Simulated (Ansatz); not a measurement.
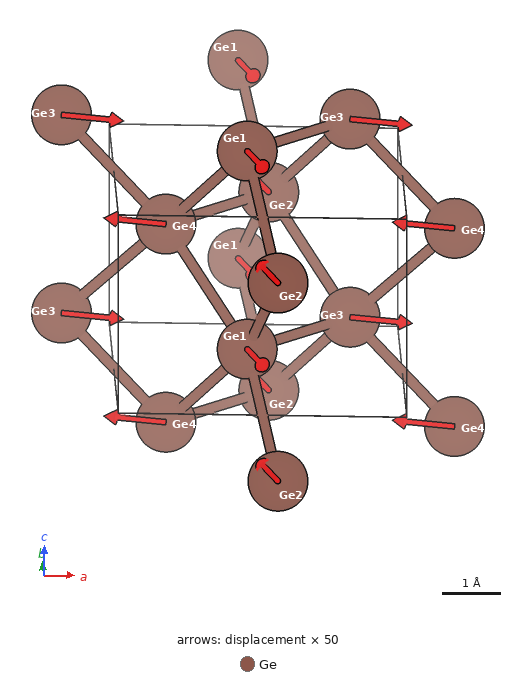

This is a relaxation of a crystal of Ge (a generated structure, set up in Cmcm) (coarse preliminary run). The starting structure is drawn; red arrows show the displacements (the part carried along by the change of the cell is left out), 50 times their true length.

A ball-and-stick model of the cell of the calculation, seen from a free direction.

Level of theory: DFT PBE, scalar-relativistic, plane waves, PAW in Ansatz 0.2.0. Settings: plane-wave cutoff 420 eV; k-point mesh 4 × 4 × 6; occupations gaussian; smearing width 0.1 eV; no spin polarisation; cell and atoms relaxed; force threshold 0.04 eV/Å; at most 70 steps.

Describe the change and its energy.

Answer. The largest moves relative to the cell, 0.023 Å, are those of Ge1, Ge2, Ge3 and Ge4. Ge1 goes along [1 −3 0]. Cell: a = b 5.025 → 4.963 Å (−1.2 %), c 3.631 → 3.739 Å (+3.0 %), γ 94.5° → 93.5°. Volume +0.6 %. Some distances before and after: Ge1–Ge4 2.713 → 2.749 Å, Ge1–Ge2 2.628 → 2.610 Å, Ge1–Ge3 2.514 → 2.528 Å. Bond angles that change, for instance: Ge2–Ge1–Ge2 87.4° → 91.5°, Ge2–Ge1–Ge4 90.6° → 87.8°. The space group stays Cmcm (No. 63). Over 2 accepted moves (3 points after the start) the energy falls by 7.8 meV per atom. The largest force component goes from 0.12 to 0.022 eV/Å. Pressure: 0.45 GPa at the start and −0.12 GPa at the end. The SCF was repeated once at an unchanged geometry on a basis and grid sized afresh for the cell, which shifted the energy by less than 0.05 meV per atom at most.
